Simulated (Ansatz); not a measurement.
**What a change does: single-point calculation on Ni**

System: Ni (Fmmm, 1 atom in the cell).
Method of the first run: DFT PBEsol, scalar-relativistic, plane waves, PAW, spin-polarised (Ansatz 0.2.0).

The structure derives from a Materials Project entry. Text and figures count atoms from 1; the logs count them from 0 in places.

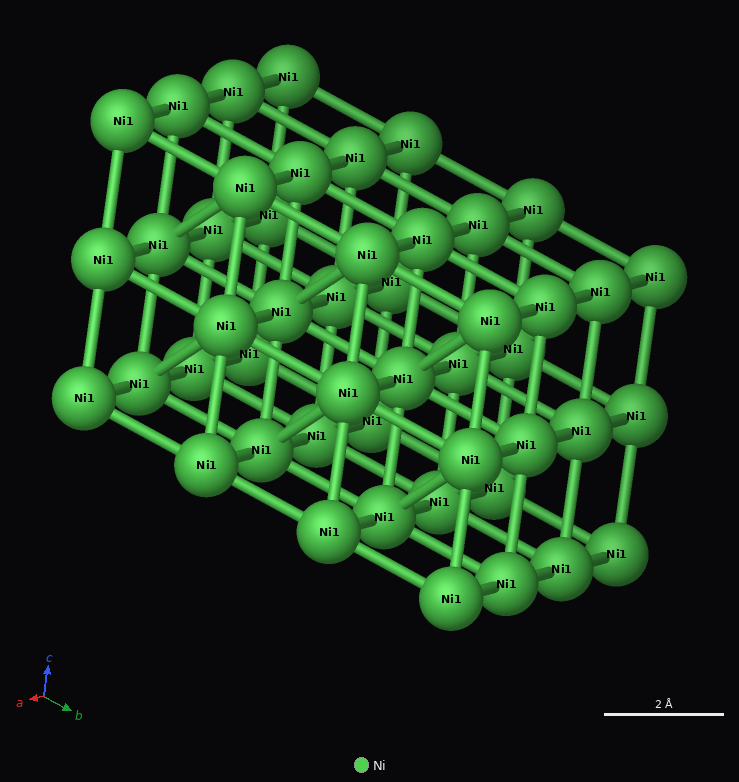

Figure 1. The structure (ball-and-stick view of the cell of the calculation, repeated 3 × 3 × 2, seen slightly off an axis; atoms are numbered from 1 in the order of the input). Near neighbours in the crystal (not all of them lie inside the picture): Ni has 8 Ni at 2.35 to 2.42 Å.

The input, the first run:
```yaml
crystal:
  lattice:
    - [-1.4050885365, 1.3775377809, 1.4050885365]
    - [1.3499870253, -1.3775377809, 1.3499870253]
    - [1.4050885365, 1.3775377809, -1.4050885365]
  atoms:
    - { symbol: Ni, position: [0.0, 0.0, 0.0], spin: 0.6 }
basis:
  ecutwfc: 420
kpoints:
  mp_grid: { grid: [30, 30, 30] }
hamiltonian:
  xc: pbesol
scf:
  occupations: { method: gaussian, width: 0.15 }
output:
  forces: true
  stress: true
  eigenvalues: true
  populations: true
magnetization:
  spin_polarized: true
```

Command:
```bash
ansatz run input.yaml --threads 1 --pin off --max-ram 2560MiB --backend cpu --events-out ev --progress --plain --runs-dir out
```

Hardware: 1 thread of Oxide Virtual Turin-like (Zen 5), 32 GiB of memory available, shared host.

Output, shortened to warnings, some set-up lines, iterations and results (the first run):
```
Basis set: ecut = 420 eV, 201 PW (Γ), exchange–correlation on 36×32×36 points (8 copies of the dense FFT grid, shifted against one another)
Symmetry: 8 space group operations
k-points: 3736 of 27000
Initial density: superposition of atomic densities (chi_scale 0.1, normalization cell)
[...]
SCF iter   1: F=—  HF=-5804.116174 eV  |F-HF|=—  |Δ(HF+E_count)|=         —  Δρ=8.94e-2 (↑3.62e-2 ↓8.94e-2)  dr2=9.75e-1  dr2_m=7.17e-2  M=0.672 μB ∫|m|=0.700 μB  β_m=0.30  …
SCF iter   2: F=—  HF=-5803.892984 eV  |F-HF|=—  |Δ(HF+E_count)|=   2.23e-1  Δρ=5.73e-2 (↑5.73e-2 ↓2.67e-2)  dr2=3.40e-1  dr2_m=2.60e-2  M=0.636 μB ∫|m|=0.673 μB  β_m=0.25  …
SCF iter   3: F=—  HF=-5804.101270 eV  |F-HF|=—  |Δ(HF+E_count)|=   2.08e-1  Δρ=2.53e-2 (↑2.53e-2 ↓8.31e-3)  dr2=2.57e-2  dr2_m=1.76e-2  M=0.633 μB ∫|m|=0.671 μB  β_m=0.63  …
SCF iter   4: F=—  HF=-5804.787079 eV  |F-HF|=—  |Δ(HF+E_count)|=   6.86e-1  Δρ=2.47e-2 (↑1.38e-2 ↓2.47e-2)  dr2=8.76e-2  dr2_m=3.88e-3  M=0.564 μB ∫|m|=0.614 μB  β_m=0.63  …
SCF iter   5: F=—  HF=-5804.830928 eV  |F-HF|=—  |Δ(HF+E_count)|=   4.38e-2  Δρ=1.33e-2 (↑9.27e-3 ↓1.33e-2)  dr2=2.93e-2  dr2_m=6.74e-4  M=0.549 μB ∫|m|=0.600 μB  β_m=0.81  …
SCF iter   6: F=—  HF=-5804.866817 eV  |F-HF|=—  |Δ(HF+E_count)|=   3.59e-2  Δρ=1.09e-3 (↑9.55e-4 ↓1.09e-3)  dr2=1.81e-6  dr2_m=9.99e-5  M=0.519 μB ∫|m|=0.571 μB  β_m=0.89  …
SCF iter   7: F=—  HF=-5804.866821 eV  |F-HF|=—  |Δ(HF+E_count)|=   3.93e-6  Δρ=3.28e-4 (↑2.17e-4 ↓3.28e-4)  dr2=1.01e-6  dr2_m=6.97e-6  M=0.517 μB ∫|m|=0.570 μB  β_m=0.94  …
SCF iter   8: F=—  HF=-5804.866827 eV  |F-HF|=—  |Δ(HF+E_count)|=   5.71e-6  Δρ=2.53e-5 (↑1.12e-5 ↓2.53e-5)  dr2=9.38e-9  dr2_m=2.90e-8  M=0.517 μB ∫|m|=0.569 μB  β_m=0.97  …
SCF iter   9: F=—  HF=-5804.866827 eV  |F-HF|=—  |Δ(HF+E_count)|=   6.32e-9  Δρ=4.06e-5 (↑1.32e-5 ↓4.06e-5)  dr2=1.71e-7  dr2_m=2.08e-8  M=0.517 μB ∫|m|=0.569 μB  β_m=0.97  …
SCF iter  10: F=—  HF=-5804.866827 eV  |F-HF|=—  |Δ(HF+E_count)|=   1.95e-9  Δρ=7.35e-6 (↑1.88e-6 ↓7.35e-6)  dr2=4.92e-9  dr2_m=8.58e-10  M=0.517 μB ∫|m|=0.569 μB  β_m=0.99  …
SCF iter  11: F=-5804.866827 eV  HF=-5804.866827 eV  |F-HF|=1.13e-10  |Δ(HF+E_count)|=  1.96e-10  Δρ=8.04e-7 (↑8.04e-7 ↓7.22e-7)  dr2=1.25e-10  dr2_m=2.68e-12  M=0.517 μB …
SCF 1 converged in 11 iterations: F = -5804.866827 eV  dr2 = 1.25e-10
the search or the solves at the SCF's close seem to have found levels that the self-consistency loop had missed (the run counts 1). By its estimate they hold under 1e-12 electrons; where the run keeps them, the occupations were computed again with them
SCF converged after 11 iterations
Magnetization: 0.5165 μB (9.2583 up, 8.7417 down)
Absolute magnetization: 0.5691 μB (∫|ρ↑−ρ↓|, with the PAW one-centre terms)
Spin contamination: 0.0039 ħ² per cell (⟨S²⟩ above its minimum at these occupations)
Per-site moments (μB) at R_I (Å): [(0.5411710345258764, 0.9711322611404385)]
Free energy (F): -5804.866827 eV
Harris-Foulkes:  -5804.866827 eV  (|F-HF|=1.13e-10)
Internal energy: -5804.847784 eV  (E = F + TS)
E sigma→0 (E₀):  -5804.857305 eV
Entropy (-TS):   -0.019043 eV (-19.043 meV/atom)
Fermi energy:    18.782532 eV
--- Per-component energies (eV) ---
  E_band       = -269.682486
  E_kinetic    = 283.406368
  E_local      = -3371.848807  (includes V_loc(G=0)·N_el)
  E_nonlocal   = 636.886511
  E_hartree    = 1407.488887
  E_xc         = -84.747539
  E_vxc        = -109.687827  (∫ρ·V_xc dr)
  E_paw        = -1594.957770  (= ΣΔE_a)
  E_vpaw       = -523.417888  (= ΣTr[D̂ρ^β])
  E_aug_tail   = 0.000548  (compensation charges beyond the density's cutoff)
  E_ewald      = -3081.273270
  E_core_change = 0.197289  (= ΣΔE_core)
  E_smearing   = -0.019043  (= −TS)
  E_closure    = 0.000000  (closes the sum)
  Σ components = -5804.866827   (vs F -5804.866827, Δ=0.00e0)
--- Forces (eV/Å), atoms counted from 1 ---
  atom   1  Ni    -0.00000000     0.00000000     0.00000000
  max |Σ_I F_I| component: 1.97e-31 eV/Å
--- Stress (GPa, compression-positive) ---
        0.437052       0.000000       6.921192
        0.000000       0.838299       0.000000
        6.921192       0.000000       0.437052
  P = ⅓ Tr σ = 0.5708 GPa (5.708 kbar)
--- Löwdin populations: 1 site ---
  site symbol       q [e]    m [muB]
     0     Ni     17.7753     0.5365
  spilling = 0.012482 (of n_electrons = 18.000000)
```

For the second run the input was changed thus:
```diff
-    - [-1.4050885365, 1.3775377809, 1.4050885365]
-    - [1.3499870253, -1.3775377809, 1.3499870253]
-    - [1.4050885365, 1.3775377809, -1.4050885365]
+    - [-1.3913131587, 1.3775377809, 1.3913131587]
+    - [1.3637624031, -1.3775377809, 1.3637624031]
+    - [1.3913131587, 1.3775377809, -1.3913131587]
```

How does the second run compare with the first run?

With the same functional and potentials, the second run lies 6.8 meV per atom lower. The pressure goes from 0.57 to 0.28 GPa. The number of SCF iterations is the same.

Output, shortened to warnings, some set-up lines, iterations and results (the second run):
```
Basis set: ecut = 420 eV, 201 PW (Γ), exchange–correlation on 36×32×36 points (8 copies of the dense FFT grid, shifted against one another)
Symmetry: 8 space group operations
k-points: 3736 of 27000
Initial density: superposition of atomic densities (chi_scale 0.1, normalization cell)
[...]
SCF iter   1: F=—  HF=-5804.127160 eV  |F-HF|=—  |Δ(HF+E_count)|=         —  Δρ=8.97e-2 (↑3.60e-2 ↓8.97e-2)  dr2=9.76e-1  dr2_m=7.29e-2  M=0.673 μB ∫|m|=0.702 μB  β_m=0.30  …
SCF iter   2: F=—  HF=-5803.903008 eV  |F-HF|=—  |Δ(HF+E_count)|=   2.24e-1  Δρ=5.74e-2 (↑5.74e-2 ↓2.67e-2)  dr2=3.39e-1  dr2_m=2.62e-2  M=0.637 μB ∫|m|=0.674 μB  β_m=0.25  …
SCF iter   3: F=—  HF=-5804.111097 eV  |F-HF|=—  |Δ(HF+E_count)|=   2.08e-1  Δρ=2.54e-2 (↑2.54e-2 ↓8.42e-3)  dr2=2.54e-2  dr2_m=1.80e-2  M=0.634 μB ∫|m|=0.672 μB  β_m=0.63  …
SCF iter   4: F=—  HF=-5804.795826 eV  |F-HF|=—  |Δ(HF+E_count)|=   6.85e-1  Δρ=2.45e-2 (↑1.39e-2 ↓2.45e-2)  dr2=8.71e-2  dr2_m=3.72e-3  M=0.566 μB ∫|m|=0.617 μB  β_m=0.63  …
SCF iter   5: F=—  HF=-5804.838786 eV  |F-HF|=—  |Δ(HF+E_count)|=   4.30e-2  Δρ=1.30e-2 (↑9.12e-3 ↓1.30e-2)  dr2=2.83e-2  dr2_m=6.52e-4  M=0.552 μB ∫|m|=0.604 μB  β_m=0.81  …
SCF iter   6: F=—  HF=-5804.873614 eV  |F-HF|=—  |Δ(HF+E_count)|=   3.48e-2  Δρ=9.38e-4 (↑8.67e-4 ↓9.38e-4)  dr2=7.82e-7  dr2_m=7.78e-5  M=0.523 μB ∫|m|=0.576 μB  β_m=0.87  …
SCF iter   7: F=—  HF=-5804.873614 eV  |F-HF|=—  |Δ(HF+E_count)|=   3.69e-7  Δρ=2.72e-4 (↑1.73e-4 ↓2.72e-4)  dr2=6.77e-7  dr2_m=4.65e-6  M=0.522 μB ∫|m|=0.575 μB  β_m=0.94  …
SCF iter   8: F=—  HF=-5804.873617 eV  |F-HF|=—  |Δ(HF+E_count)|=   3.67e-6  Δρ=2.02e-5 (↑1.10e-5 ↓2.02e-5)  dr2=4.28e-9  dr2_m=2.23e-8  M=0.521 μB ∫|m|=0.574 μB  β_m=0.97  …
SCF iter   9: F=—  HF=-5804.873617 eV  |F-HF|=—  |Δ(HF+E_count)|=   3.48e-9  Δρ=3.46e-5 (↑1.19e-5 ↓3.46e-5)  dr2=1.29e-7  dr2_m=1.42e-8  M=0.521 μB ∫|m|=0.574 μB  β_m=0.97  …
SCF iter  10: F=—  HF=-5804.873617 eV  |F-HF|=—  |Δ(HF+E_count)|=   1.43e-9  Δρ=3.11e-6 (↑7.05e-7 ↓3.11e-6)  dr2=8.03e-10  dr2_m=1.72e-10  M=0.521 μB ∫|m|=0.574 μB  β_m=0.97  …
SCF iter  11: F=-5804.873617 eV  HF=-5804.873617 eV  |F-HF|=4.18e-11  |Δ(HF+E_count)|=  6.37e-12  Δρ=4.54e-7 (↑4.45e-7 ↓4.54e-7)  dr2=4.02e-11  dr2_m=8.39e-13  M=0.521 μB …
SCF 1 converged in 11 iterations: F = -5804.873617 eV  dr2 = 4.02e-11
the search or the solves at the SCF's close seem to have found levels that the self-consistency loop had missed (the run counts 2). By its estimate they hold under 1e-12 electrons; where the run keeps them, the occupations were computed again with them
SCF converged after 11 iterations
Magnetization: 0.5210 μB (9.2605 up, 8.7395 down)
Absolute magnetization: 0.5743 μB (∫|ρ↑−ρ↓|, with the PAW one-centre terms)
Spin contamination: 0.0040 ħ² per cell (⟨S²⟩ above its minimum at these occupations)
Per-site moments (μB) at R_I (Å): [(0.5458756779959522, 0.97766034225892)]
Free energy (F): -5804.873617 eV
Harris-Foulkes:  -5804.873617 eV  (|F-HF|=4.18e-11)
Internal energy: -5804.854785 eV  (E = F + TS)
E sigma→0 (E₀):  -5804.864201 eV
Entropy (-TS):   -0.018832 eV (-18.832 meV/atom)
Fermi energy:    18.774398 eV
--- Per-component energies (eV) ---
  E_band       = -269.799839
  E_kinetic    = 283.377947
  E_local      = -3371.560068  (includes V_loc(G=0)·N_el)
  E_nonlocal   = 636.861212
  E_hartree    = 1407.293826
  E_xc         = -84.742495
  E_vxc        = -109.681060  (∫ρ·V_xc dr)
  E_paw        = -1594.940598  (= ΣΔE_a)
  E_vpaw       = -523.386572  (= ΣTr[D̂ρ^β])
  E_aug_tail   = 0.000580  (compensation charges beyond the density's cutoff)
  E_ewald      = -3081.342478
  E_core_change = 0.197289  (= ΣΔE_core)
  E_smearing   = -0.018832  (= −TS)
  E_closure    = 0.000000  (closes the sum)
  Σ components = -5804.873617   (vs F -5804.873617, Δ=0.00e0)
--- Forces (eV/Å), atoms counted from 1 ---
  atom   1  Ni     0.00000000    -0.00000000     0.00000000
  max |Σ_I F_I| component: 6.16e-33 eV/Å
--- Stress (GPa, compression-positive) ---
        0.244825      -0.000000       3.467581
       -0.000000       0.346742      -0.000000
        3.467581      -0.000000       0.244825
  P = ⅓ Tr σ = 0.2788 GPa (2.788 kbar)
--- Löwdin populations: 1 site ---
  site symbol       q [e]    m [muB]
     0     Ni     17.7751     0.5413
  spilling = 0.012492 (of n_electrons = 18.000000)
```

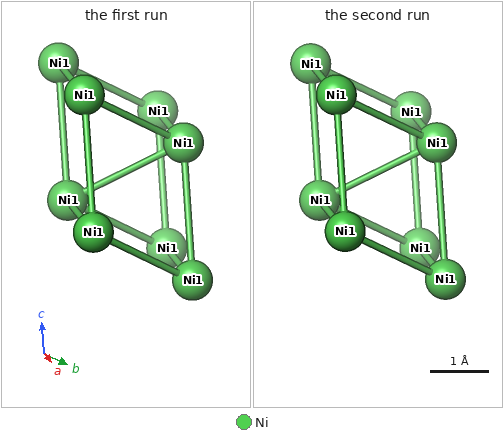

Figure 2. The two input geometries at one scale (ball-and-stick view of the cell of the calculation, seen slightly off an axis). The atoms keep their places relative to the cell (all moves are under 0.005 Å). The drawn cell changes at constant volume: a = c 2.418 → 2.402 Å (−0.7 %), b 2.354 → 2.370 Å (+0.7 %), β 110.5° → 110.0°. Among the contacts that change: Ni1–Ni1 2.418 → 2.402 Å.

The two runs side by side:

```csv
quantity,the first run,the second run
outcome,converged,converged
free energy per atom (eV),−5804.8668,−5804.8736
"energy per atom, smearing taken to zero (eV)",−5804.8573,−5804.8642
gap on the mesh (eV),0.00,0.00
net moment of the cell (μB),0.52,0.52
absolute moment of the cell (μB),0.57,0.57
pressure (GPa),0.57,0.28
largest force (eV/Å),0.000,0.000
SCF iterations,11,11
irreducible k-points,3736,3736
plane waves at Γ,201,201
wall time (shared host),2.5 min,2.1 min
```
